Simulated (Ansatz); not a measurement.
Geometry relaxation of Al10N10 (part 2 of 2)

The same run, continued: Al10N10 (slab, 20 atoms in the cell); DFT, PBEsol, PAW, plane waves (Ansatz 0.2.0); cutoff 420 eV, 6×4×1 k-mesh, Fermi–Dirac smearing of 0.01 eV. The structure is a generated slab.

Geometry of the input (Å; fractional positions):
```
2.1889  -2.1889  0.0000
0.0000  0.0000  4.3777
-19.0423  -19.0423  0.0000
Al 0.0001  0.0070  0.7011
Al 0.0021  0.9966  0.4706
Al 0.0052  0.0015  0.2411
Al 0.0086  0.9945  0.5855
Al 0.0108  0.0092  0.3557
Al 0.4928  0.4982  0.6448
Al 0.5068  0.4992  0.4130
Al 0.5104  0.4981  0.7586
Al 0.5008  0.4979  0.5292
Al 0.5004  0.5030  0.2986
N  0.0053  0.2569  0.6433
N  0.9973  0.2369  0.4136
N  0.9936  0.2537  0.7582
N  0.0032  0.2582  0.5292
N  0.9989  0.2526  0.2988
N  0.4915  0.7525  0.5867
N  0.5033  0.7502  0.3561
N  0.5036  0.7484  0.7002
N  0.5008  0.7472  0.4719
N  0.5014  0.7477  0.2409
```

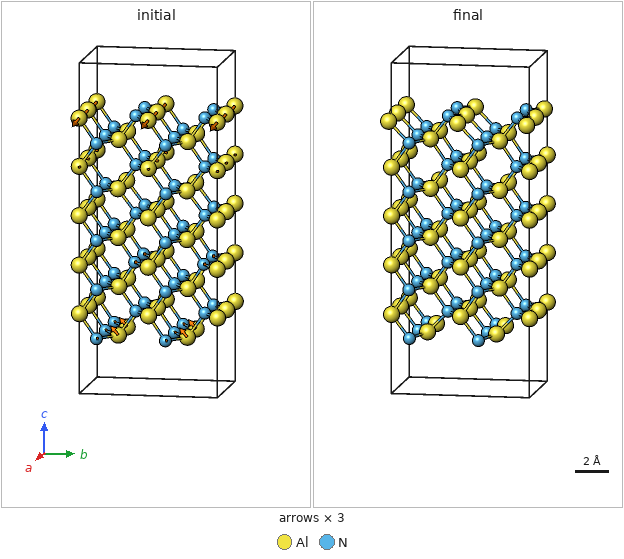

Figure 1. Before (left) and after (right) the relaxation, at one scale (ball-and-stick view of the 2 × 2 repeat of the cell, with the vacuum cut short (origin shifted), seen slightly off an axis). The orange arrows give the displacements, magnified 3 times. The largest move is that of Al3, 0.27 Å. Largest moves by element: Al 0.27 Å, N 0.08 Å. The cell stays as it was. Among the contacts that change: Al8–N13 1.925 → 1.787 Å, Al3–N20 1.915 → 1.787 Å, Al6–N18 1.851 → 1.921 Å, Al4–N16 1.833 → 1.896 Å. Among the angles that change: N20–Al3–N20 108.7° → 120.0°, Al3–N20–Al3 108.7° → 120.0°, N13–Al8–N13 110.6° → 120.0°. Over 4 geometry steps the energy falls by 1.141 eV per cell of the calculation. Largest force component: 2.6 eV/Å at the start, 0.0078 eV/Å at the end. (Atoms are counted from 1 in the order of the input.)

```
SCF converged after 6 iterations
Free energy (F): -9055.028267 eV
Harris-Foulkes:  -9055.028267 eV  (|F-HF|=5.42e-10)
Internal energy: -9055.028267 eV  (E = F + TS)
E sigma→0 (E₀):  -9055.028267 eV
Fermi energy:    3.150072 eV
--- Per-component energies (eV) ---
  E_band       = -290.817158
  E_kinetic    = 1579.463405
  E_local      = -37408.813929  (includes V_loc(G=0)·N_el)
  E_nonlocal   = 558.499852
  E_hartree    = 18140.992367
  E_xc         = -1002.963726
  E_vxc        = -1069.217201  (∫ρ·V_xc dr)
  E_paw        = -5777.288611  (= ΣΔE_a)
  E_vpaw       = -232.745565  (= ΣTr[D̂ρ^β])
  E_aug_tail   = 0.000934  (compensation charges beyond the density's cutoff)
  E_ewald      = 14854.609062
  E_core_change = 0.472378  (= ΣΔE_core)
  E_smearing   = -0.000000  (= −TS)
  E_closure    = 0.000000  (closes the sum)
  Σ components = -9055.028267   (vs F -9055.028267, Δ=0.00e0)
--- Forces (eV/Å), atoms counted from 1 ---
  atom   1  Al     0.00159427     0.00163078     0.00053523
  atom   2  Al     0.00225616     0.00286907     0.00136623
  atom   3  Al     0.00275734     0.00034365    -0.00486834
  atom   4  Al     0.00593382     0.00604205    -0.00008550
  atom   5  Al    -0.00045862     0.00070883    -0.00530632
  atom   6  Al     0.00550625     0.00528490     0.00018975
  atom   7  Al     0.00164264     0.00239968    -0.00232671
  atom   8  Al    -0.00061782    -0.00276672    -0.00287494
  atom   9  Al     0.00292049     0.00343070     0.00079732
  atom  10  Al    -0.00146978    -0.00068563    -0.00289629
  atom  11  N     -0.00540674    -0.00523349     0.00079289
  atom  12  N     -0.00243841    -0.00337946     0.00082775
  atom  13  N      0.00040274     0.00195567     0.00006116
  atom  14  N     -0.00490741    -0.00528620    -0.00095844
  atom  15  N     -0.00306489    -0.00363359     0.00783290
  atom  16  N     -0.00507445    -0.00522647    -0.00176070
  atom  17  N      0.00206828     0.00221546     0.00174197
  atom  18  N      0.00072773     0.00088281     0.00495366
  atom  19  N     -0.00289272    -0.00333906    -0.00037857
  atom  20  N      0.00050217     0.00178630     0.00239635
  max |Σ_I F_I| component: 3.94e-5 eV/Å
--- Band table (eV; the first three rows and the last of 14) ---
  k-point 0: bands = ["-13.5804", "-13.3359", "-12.9524", "-12.4376", "-11.8285", "-11.3030", "-11.0226", "-10.9603", "-10.8055", "-10.7974", "-3.5894", "-3.3291", "-3.0712", "-3.0673", "-2.9207", "-2.4545", "-2.3449", "-2.1678", "-1.5401", "-1.4638", "-1.3476", "-0.6561", "-0.4900", "-0.4826", "-0.4335", "-0.3312", "-0.0931", "0.1698", "0.2339", "0.3949", "0.6097", "0.7914", "0.8937", "1.0158", "1.0440", "1.1519", "1.2251", "1.2451", "1.4546", "1.4747", "4.5321", "4.6458", "4.7676", "5.4113", "6.0676", "6.3119", "7.0091", "7.2739", "7.3803", "7.8960", "8.1366", "8.4453", "9.0782", "9.5813", "9.9502", "10.1058", "10.5578", "10.8461", "10.8671", "10.9106"]
  k-point 1: bands = ["-13.2818", "-13.0523", "-12.6993", "-12.2410", "-11.7342", "-11.4596", "-11.3888", "-11.3696", "-11.0637", "-11.0510", "-3.9825", "-3.9629", "-3.5268", "-3.4312", "-3.1041", "-3.0571", "-2.4349", "-1.6326", "-1.0050", "-0.8310", "-0.8088", "-0.6103", "-0.2690", "-0.2026", "-0.1880", "-0.1346", "0.0743", "0.3267", "0.3558", "0.4407", "0.6660", "0.7568", "0.8628", "0.9166", "0.9470", "0.9653", "0.9732", "0.9847", "1.4279", "1.4439", "5.2349", "5.2483", "5.6045", "6.1558", "6.8330", "6.9343", "7.4418", "7.7256", "7.8295", "8.2672", "8.3371", "8.5593", "9.2208", "9.4002", "9.5650", "10.1236", "10.4236", "10.5150", "10.8976", "10.9000"]
  k-point 2: bands = ["-12.4848", "-12.4823", "-12.2961", "-12.2957", "-12.0308", "-12.0306", "-11.7558", "-11.7550", "-11.2559", "-11.2492", "-4.4080", "-4.4070", "-3.8021", "-3.8015", "-2.9783", "-2.9778", "-2.1468", "-2.1454", "-1.4854", "-1.4803", "0.2781", "0.2806", "0.2817", "0.2817", "0.3806", "0.3812", "0.3866", "0.3873", "0.5093", "0.5103", "0.5277", "0.5294", "0.6531", "0.6539", "0.6810", "0.6820", "0.7957", "0.8016", "1.4327", "1.4396", "5.6570", "5.6626", "7.1833", "7.1877", "7.6925", "7.6931", "8.2749", "8.2757", "8.5439", "8.5482", "8.6542", "8.6596", "9.2878", "9.2896", "9.6855", "9.6864", "10.6567", "10.6575", "10.7712", "10.7728"]
  k-point 13: bands = ["-11.5812", "-11.5776", "-11.4227", "-11.4222", "-11.2099", "-11.2096", "-11.0071", "-11.0068", "-10.4720", "-10.4652", "-4.5528", "-4.5511", "-4.2704", "-4.2703", "-3.7873", "-3.7865", "-3.1403", "-3.1392", "-2.5238", "-2.5208", "-2.0731", "-2.0721", "-1.5382", "-1.5381", "-1.0434", "-1.0432", "-0.7304", "-0.7302", "-0.3665", "-0.3657", "0.0568", "0.0572", "0.2835", "0.2849", "0.5387", "0.5391", "0.7185", "0.7221", "1.7580", "1.7649", "6.0234", "6.0300", "7.2717", "7.2747", "7.6987", "7.6989", "8.4408", "8.4420", "8.8727", "8.8743", "9.3634", "9.3655", "9.7409", "9.7424", "10.4147", "10.4165", "10.6696", "10.6697", "11.2309", "11.2341"]
--- Relaxed structure (5 steps of the walk, 5 accepted, 0 SCFs on fresh bases) ---
  F+E_penalty+E_count = -9055.02826682 eV   max|allowed force component| = 7.831e-3 eV/Å
  atoms:
    - { symbol: Al, position: [0.0017824950914970827, 0.0035035891561139283, 0.7027879412364718] }
    - { symbol: Al, position: [0.0019102533244517161, 1.0035949871123198, 0.47116271051798364] }
    - { symbol: Al, position: [0.0018122611471089733, -0.03895607546062332, 0.24861612000280464] }
    - { symbol: Al, position: [0.001847580922344605, 1.004141935434951, 0.5862215854980184] }
    - { symbol: Al, position: [0.0019444463923530275, 0.0032734030364363837, 0.3566017620806404] }
    - { symbol: Al, position: [0.501813570030818, 0.5031886196527767, 0.6431015038246011] }
    - { symbol: Al, position: [0.5019280372283064, 0.5041817681617438, 0.41348442899587434] }
    - { symbol: Al, position: [0.5017435968988244, 0.46098944404895326, 0.7510833251515525] }
    - { symbol: Al, position: [0.5018837942653294, 0.5035932365141998, 0.5285337928342397] }
    - { symbol: Al, position: [0.5018818094709148, 0.5035729356147292, 0.2969163096363291] }
    - { symbol: N, position: [0.0018167097228731777, 0.2526196915902608, 0.6436809455787884] }
    - { symbol: N, position: [1.0019146983257217, 0.25407475334374513, 0.4136897278389946] }
    - { symbol: N, position: [1.001758922296049, 0.26162685092552923, 0.7581119569959904] }
    - { symbol: N, position: [0.0018765404631855276, 0.25369980132068926, 0.528589083370945] }
    - { symbol: N, position: [1.001872283532837, 0.25710676068922605, 0.2983938105366949] }
    - { symbol: N, position: [0.5018454705281403, 0.7540594944104174, 0.5859966753595619] }
    - { symbol: N, position: [0.5019358773820659, 0.7526605557120354, 0.35601759157508905] }
    - { symbol: N, position: [0.5017834730067792, 0.75707784111151, 0.7013002617331979] }
    - { symbol: N, position: [0.5019017286520508, 0.7537085948227824, 0.47109499785871495] }
    - { symbol: N, position: [0.5018274513183505, 0.7616528128022039, 0.24159646937350704] }
--- Löwdin populations: 20 sites ---
  site symbol       q [e]
     0     Al      1.9560
     1     Al      1.9494
     2     Al      1.8373
     3     Al      1.9507
     4     Al      1.9577
     5     Al      1.9577
     6     Al      1.9506
     7     Al      1.8373
     8     Al      1.9494
     9     Al      1.9560
    10      N      5.9872
    11      N      5.9886
    12      N      6.0266
    13      N      5.9887
    14      N      6.0097
    15      N      5.9886
    16      N      5.9872
    17      N      6.0097
    18      N      5.9887
    19      N      6.0266
  spilling = 0.008702 (of n_electrons = 80.000000)
```

### Summary

| quantity | value |
| --- | --- |
| outcome | converged |
| electrons treated | 80 |
| free energy | −9055.0283 eV |
| Fermi energy | 3.150 eV |
| largest force (length of the vector) at the end | 0.009 eV/Å |
| hardware | 8 threads of Intel Xeon, 18 GiB of memory available, shared host |
| wall time | 11 s (CPU time 84 s) |
| peak memory | 1.3 GiB |
